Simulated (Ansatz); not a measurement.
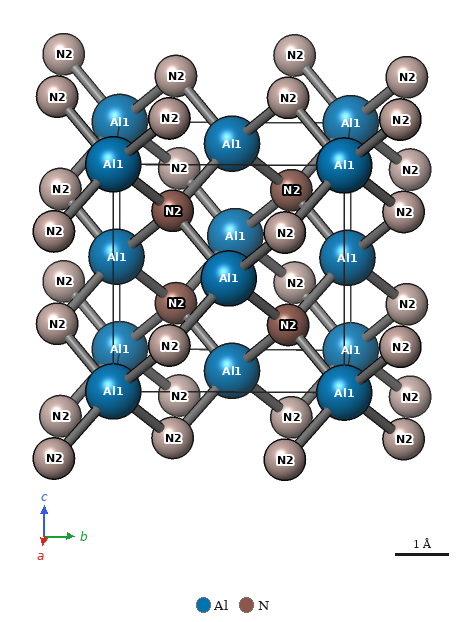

Figure 1. The input geometry of run A (ball-and-stick view of the cell 4 times as large as that of the calculation, set on its symmetry axes, seen at an oblique angle; neighbours outside the cell are drawn fainter; atoms are numbered from 1 in the order of the input). Near neighbours in the crystal (not all of them lie inside the picture): Al has 4 N at 1.89 Å; N has 4 Al at 1.89 Å.

## From AlN to BN

System: AlN (F-43m, 2 atoms in the cell).
Method of run A: DFT PBE, scalar-relativistic, plane waves, PAW, no spin polarisation (Ansatz 0.2.0).
System of run B: BN (2 atoms in the cell).

On run A: The structure derives from a Materials Project entry. On run B: The structure was made by swapping elements on the sites of another compound; it need not be a known phase. It belongs to a series of runs on one base structure; here: Al -> B on all its sites, cell and atoms relaxed. Text and figures count atoms from 1; the logs count them from 0 in places.

The input, run A:
```yaml
crystal:
  lattice:
    - [0.0, 2.1839935596, 2.1839935596]
    - [2.1839935596, 0.0, 2.1839935596]
    - [2.1839935596, 2.1839935596, 0.0]
  atoms:
    - { symbol: Al, position: [0.0, 0.0, 0.0] }
    - { symbol: "N", position: [0.75, 0.75, 0.75] }
basis:
  ecutwfc: 420
kpoints:
  mp_grid: { grid: [8, 8, 8] }
hamiltonian:
  xc: pbe
scf:
  occupations: { method: gaussian, width: 0.1 }
output:
  forces: true
  stress: true
  eigenvalues: true
```

Command:
```bash
ansatz run input.yaml --threads 1 --pin off --max-ram 2560MiB --backend cpu --events-out ev --progress --plain --runs-dir out
```

Hardware: 1 thread of Intel Xeon @ 2.90GHz (Ice Lake), 192 GiB of memory available, shared host.

Output, shortened to warnings, some set-up lines, iterations and results (run A):
```
Basis set: ecut = 420 eV, 411 PW (Γ), exchange–correlation on 48×48×48 points (8 copies of the dense FFT grid, shifted against one another)
Symmetry: 24 space group operations
k-points: 29 of 512 (time reversal used)
Initial density: superposition of atomic densities (neutral atoms: chi_scale 0, normalization atom), corrected by the library's trained network
[...]
SCF iter   1: F=—  HF=-924.203065 eV  |F-HF|=—  |Δ(HF+E_count)|=         —  Δρ=7.29e-4  dr2=3.49e-5  ethr=1.77e-3  ⟨swp⟩=4.6  Hψ=1645  notcnv=0
SCF iter   2: F=—  HF=-924.203254 eV  |F-HF|=—  |Δ(HF+E_count)|=   1.90e-4  Δρ=3.49e-4  dr2=8.96e-6  ethr=4.37e-7  ⟨swp⟩=2.5  Hψ=580  notcnv=0
SCF iter   3: F=—  HF=-924.203288 eV  |F-HF|=—  |Δ(HF+E_count)|=   3.35e-5  Δρ=1.81e-4  dr2=3.97e-6  ethr=1.12e-7  ⟨swp⟩=2.0  Hψ=342  notcnv=0
SCF iter   4: F=-924.203290 eV  HF=-924.203290 eV  |F-HF|=1.20e-7  |Δ(HF+E_count)|=   2.47e-6  Δρ=2.50e-5  dr2=4.61e-8  ethr=4.97e-8  ⟨swp⟩=2.6  Hψ=345  notcnv=0
SCF iter   5: F=-924.203290 eV  HF=-924.203290 eV  |F-HF|=1.85e-9  |Δ(HF+E_count)|=   1.34e-7  Δρ=3.40e-6  dr2=6.86e-10  ethr=5.77e-10  ⟨swp⟩=2.0  Hψ=326  notcnv=0
SCF iter   6: F=-924.203290 eV  HF=-924.203290 eV  |F-HF|=2.05e-12  |Δ(HF+E_count)|=   2.05e-9  Δρ=1.82e-7  dr2=3.34e-12  ethr=8.58e-12  ⟨swp⟩=1.0  Hψ=694  notcnv=0
SCF 1 converged in 6 iterations: F = -924.203290 eV  dr2 = 3.34e-12
SCF converged after 6 iterations
Free energy (F): -924.203290 eV
Harris-Foulkes:  -924.203290 eV  (|F-HF|=2.05e-12)
Internal energy: -924.203290 eV  (E = F + TS)
E sigma→0 (E₀):  -924.203290 eV
Fermi energy:    8.633701 eV
--- Per-component energies (eV) ---
  E_band       = 15.388934
  E_kinetic    = 159.511694
  E_local      = -222.794068  (includes V_loc(G=0)·N_el)
  E_nonlocal   = 55.522246
  E_hartree    = 77.213326
  E_xc         = -101.853190
  E_vxc        = -107.979937  (∫ρ·V_xc dr)
  E_paw        = -595.199840  (= ΣΔE_a)
  E_vpaw       = -23.297748  (= ΣTr[D̂ρ^β])
  E_aug_tail   = 0.000098  (compensation charges beyond the density's cutoff)
  E_ewald      = -296.603555
  E_smearing   = -0.000000  (= −TS)
  E_closure    = 0.000000  (closes the sum)
  Σ components = -924.203290   (vs F -924.203290, Δ=0.00e0)
--- Forces (eV/Å), atoms counted from 1 ---
  atom   1  Al    -0.00000000     0.00000000     0.00000000
  atom   2  N      0.00000000    -0.00000000     0.00000000
  max |Σ_I F_I| component: 1.48e-16 eV/Å
--- Stress (GPa, compression-positive) ---
        4.854764       0.000000       0.000000
        0.000000       4.854764       0.000000
        0.000000       0.000000       4.854764
  P = ⅓ Tr σ = 4.8548 GPa (48.548 kbar)
```

The input of run B differs as follows (lines with − go, lines with + come):
```diff
-    - [0.0, 2.1839935596, 2.1839935596]
-    - [2.1839935596, 0.0, 2.1839935596]
-    - [2.1839935596, 2.1839935596, 0.0]
+    - [0.0, 1.9279096136, 1.9279096136]
+    - [1.9279096136, 0.0, 1.9279096136]
+    - [1.9279096136, 1.9279096136, 0.0]
-    - { symbol: Al, position: [0.0, 0.0, 0.0] }
+    - { symbol: B, position: [0.0, 0.0, 0.0] }
```

How does run B compare with run A?

The total energies belong to different systems, so their difference says nothing on which is more stable or more accurate. The gap on the mesh goes from 3.33 to 4.23 eV. The pressure goes from 4.85 to −48.69 GPa. The volume per atom goes from 10.42 to 7.17 Å³. The number of SCF iterations is the same. The plane waves at Γ go from 411 to 283.

Output, shortened to warnings, some set-up lines, iterations and results (run B):
```
Basis set: ecut = 420 eV, 283 PW (Γ), exchange–correlation on 40×40×40 points (8 copies of the dense FFT grid, shifted against one another)
Symmetry: 24 space group operations
k-points: 29 of 512 (time reversal used)
Initial density: superposition of atomic densities (neutral atoms: chi_scale 0, normalization atom), corrected by the library's trained network
[...]
SCF iter   1: F=—  HF=-541.848857 eV  |F-HF|=—  |Δ(HF+E_count)|=         —  Δρ=2.08e-3  dr2=2.09e-4  ethr=1.77e-3  ⟨swp⟩=4.1  Hψ=1440  notcnv=0
SCF iter   2: F=—  HF=-541.848848 eV  |F-HF|=—  |Δ(HF+E_count)|=   8.34e-6  Δρ=1.09e-3  dr2=5.22e-5  ethr=2.62e-6  ⟨swp⟩=2.3  Hψ=577  notcnv=0
SCF iter   3: F=—  HF=-541.848922 eV  |F-HF|=—  |Δ(HF+E_count)|=   7.33e-5  Δρ=9.88e-5  dr2=1.07e-6  ethr=6.53e-7  ⟨swp⟩=2.8  Hψ=360  notcnv=0
SCF iter   4: F=—  HF=-541.848921 eV  |F-HF|=—  |Δ(HF+E_count)|=   1.00e-7  Δρ=3.55e-5  dr2=1.27e-7  ethr=1.34e-8  ⟨swp⟩=1.1  Hψ=235  notcnv=0
SCF iter   5: F=-541.848921 eV  HF=-541.848921 eV  |F-HF|=1.44e-9  |Δ(HF+E_count)|=   1.71e-8  Δρ=6.53e-6  dr2=3.44e-9  ethr=1.58e-9  ⟨swp⟩=2.6  Hψ=364  notcnv=0
SCF iter   6: F=-541.848921 eV  HF=-541.848921 eV  |F-HF|=3.98e-12  |Δ(HF+E_count)|=  8.52e-10  Δρ=6.89e-7  dr2=3.27e-11  ethr=4.30e-11  ⟨swp⟩=2.0  Hψ=683  notcnv=0
SCF 1 converged in 6 iterations: F = -541.848921 eV  dr2 = 3.27e-11
SCF converged after 6 iterations
Free energy (F): -541.848921 eV
Harris-Foulkes:  -541.848921 eV  (|F-HF|=3.98e-12)
Internal energy: -541.848921 eV  (E = F + TS)
E sigma→0 (E₀):  -541.848921 eV
Fermi energy:    10.429846 eV
--- Per-component energies (eV) ---
  E_band       = 10.621756
  E_kinetic    = 175.033423
  E_local      = -194.364928  (includes V_loc(G=0)·N_el)
  E_nonlocal   = 55.377663
  E_hartree    = 54.273235
  E_xc         = -90.729519
  E_vxc        = -112.650801  (∫ρ·V_xc dr)
  E_paw        = -205.437527  (= ΣΔE_a)
  E_vpaw       = -21.320162  (= ΣTr[D̂ρ^β])
  E_aug_tail   = 0.000093  (compensation charges beyond the density's cutoff)
  E_ewald      = -336.001361
  E_smearing   = -0.000000  (= −TS)
  E_closure    = 0.000000  (closes the sum)
  Σ components = -541.848921   (vs F -541.848921, Δ=0.00e0)
--- Forces (eV/Å), atoms counted from 1 ---
  atom   1  B     -0.00000000     0.00000000     0.00000000
  atom   2  N      0.00000000    -0.00000000     0.00000000
  max |Σ_I F_I| component: 5.74e-16 eV/Å
--- Stress (GPa, compression-positive) ---
      -48.694811       0.000000      -0.000000
        0.000000     -48.694811       0.000000
       -0.000000       0.000000     -48.694811
  P = ⅓ Tr σ = -48.6948 GPa (-486.948 kbar)
```

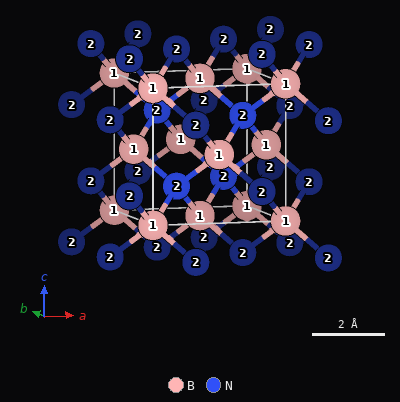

Figure 2. The input structure of run B (ball-and-stick view of the cell 4 times as large as that of the calculation, set on its symmetry axes, seen slightly off an axis; neighbours outside the cell are drawn fainter; atoms are numbered from 1 in the order of the input).

The two runs side by side:

```csv
quantity,run A,run B
outcome,converged,converged
free energy per atom (eV),−462.1016,−270.9245
gap on the mesh (eV),3.33,4.23
pressure (GPa),4.85,−48.69
volume per atom (Å³),10.42,7.17
largest force (eV/Å),0.000,0.000
SCF iterations,6,6
irreducible k-points,29,29
plane waves at Γ,411,283
wall time (shared host),0.68 s,0.51 s
```

For run B: The cell is under a tension of 49 GPa at this level, so it is not at its equilibrium volume.
